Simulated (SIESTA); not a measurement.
# Energy of MoS2 along an even scaling of the cell

System: MoS2 (P-3m1, 3 atoms in the cell).
Method: Kohn-Sham DFT of a periodic cell, PBEsol, PseudoDojo 0.4 standard, converted to PSML, no spin polarisation (SIESTA 5.4.2).

The 7 runs differ only in the geometry, by an even scaling of the cell at fixed fractional positions. The structure derives from a Materials Project entry.

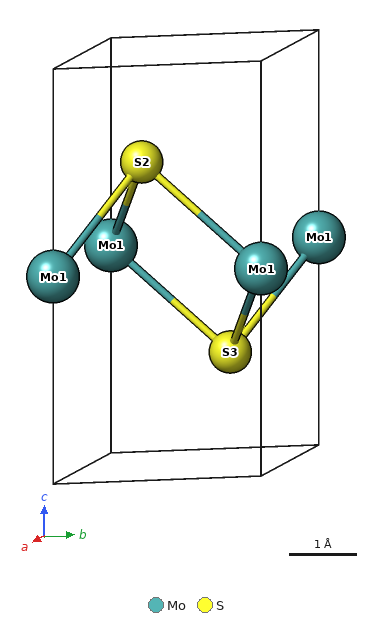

Figure 1. The structure of run 4 (ball-and-stick view of the cell of the calculation, seen slightly off an axis; atoms are numbered from 1 in the order of the input). An atom can appear more than once, as a periodic image.

## Input of run 4
```
SystemName                      MoS2
SystemLabel                     MoS2
NumberOfSpecies                 2
NumberOfAtoms                   3
%block ChemicalSpeciesLabel
  1  42 Mo
  2  16 S
%endblock ChemicalSpeciesLabel

LatticeConstant                 1.0 Ang
%block LatticeVectors
     3.2274645616     0.0000000000     0.0000000000
    -1.6137322808     2.7950663001     0.0000000000
     0.0000000000     0.0000000000     6.3124734200
%endblock LatticeVectors
AtomicCoordinatesFormat         Fractional
%block AtomicCoordinatesAndAtomicSpecies
     0.0000000000     0.0000000000     0.5000000000  1  Mo
     0.6666666667     0.3333333333     0.7446806800  2  S
     0.3333333333     0.6666666667     0.2553193200  2  S
%endblock AtomicCoordinatesAndAtomicSpecies

%block kgrid.MonkhorstPack
    9   0   0  0.0
    0   9   0  0.0
    0   0   4  0.0
%endblock kgrid.MonkhorstPack
XC.Functional                   GGA
XC.Authors                      PBEsol
PAO.BasisSize                   DZP
PAO.EnergyShift                 0.003 Ry
Mesh.Cutoff                     800 Ry
OccupationFunction              FD
ElectronicTemperature           0.05 eV
MaxSCFIterations                120
SCF.MustConverge                false
SCF.Mixer.Method                Pulay
SCF.Mixer.Weight                0.25
SCF.Mixer.History               8
SCF.DM.Tolerance                5.0e-05
SCF.H.Tolerance                 1.0e-03 eV
WriteForces                     true
Charge.Mulliken                 end
%block PAO.Basis
  Mo 5
  n=4 0 2
    3.234 0.000
  n=5 0 2
    8.897 0.000
  n=4 1 2
    3.729 0.000
  n=5 1 1
    8.897
  n=4 2 2
    6.735 0.000
%endblock PAO.Basis
```

Command:
```bash
siesta MoS2.fdf > MoS2.out 2>&1
```

Run 3 differs from it as follows:
```diff
-     3.2274645616     0.0000000000     0.0000000000
-    -1.6137322808     2.7950663001     0.0000000000
-     0.0000000000     0.0000000000     6.3124734200
+     3.2058030729     0.0000000000     0.0000000000
+    -1.6029015365     2.7763069006     0.0000000000
+     0.0000000000     0.0000000000     6.2701065500
```

## Results, with one run withheld

| run | volume per atom (Å³) | free energy per atom, from the lowest run given (meV) | pressure (GPa) |
| --- | --- | --- | --- |
| 1 | 17.843 | 25.65 | 8.75 |
| 2 | 18.222 | 9.27 | 5.14 |
| 3 | 18.602 | ? | ? |
| 4 | 18.982 | 0.00 | −0.98 |
| 5 | 19.361 | 5.52 | −3.60 |
| 6 | 19.741 | 16.87 | −5.92 |
| 7 | 20.120 | 33.47 | −8.03 |

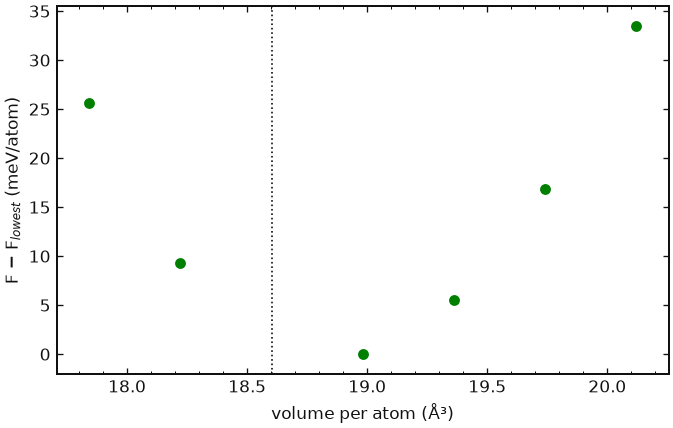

Figure 2. Free energy per atom of the runs given; the dotted line marks run 3.

What should run 3 give?

A cubic polynomial in V^(−2/3) (the Birch–Murnaghan form), fitted to the 6 runs given, misses them by at most 0.02 meV per atom. With x = V^(−2/3) − 0.14036 Å⁻², it reads F = 0.2412 − 1595.1 x + 9.3811e+05 x² + 1.4677e+06 x³ (meV per atom). At run 3 it gives 0.99 meV per atom, and the run itself gives 0.98. The slope of the fit gives a pressure −dF/dV of 1.90 GPa there, and the run prints 1.90 GPa. The fit has its minimum at 18.846 Å³ per atom, where V d²F/dV² gives 142 GPa. Cell shape and fractional positions are held, so this is the stiffness under even scaling; the relaxed bulk modulus wasn't computed and can be far lower in a crystal of layers, chains or molecules like this one.

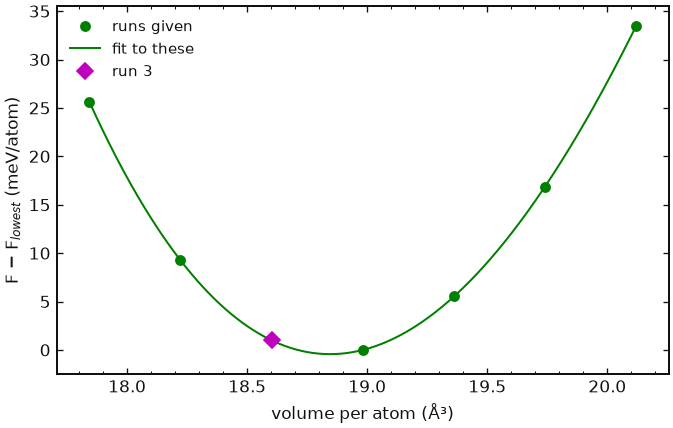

Figure 3. The fit and the withheld run.

## Some lines of the output (run 3)
```
[...]
outcell: Cell volume (Ang**3)        :     55.8058
stepf: Fermi-Dirac step function
siesta: Etot    =     -2503.619082
siesta: FreeEng =     -2503.631931
        iscf     Eharris(eV)        E_KS(eV)     FreeEng(eV)     dDmax    Ef(eV) dHmax(eV)
siesta: E_KS(eV) =            -2513.0580
siesta: E_KS - E_eggbox =     -2513.0580
siesta: Etot    =     -2513.057963
siesta: FreeEng =     -2513.065843
siesta:         Fermi =      -4.771930
siesta: Cell volume =         55.805787 Ang**3
    Orbital volume contribution        =           2.809079 eV
```

Notes: Points of doubt noted for this run: mulliken charges of long orbitals. With a small basis of atomic orbitals these values can differ much from converged plane-wave results.
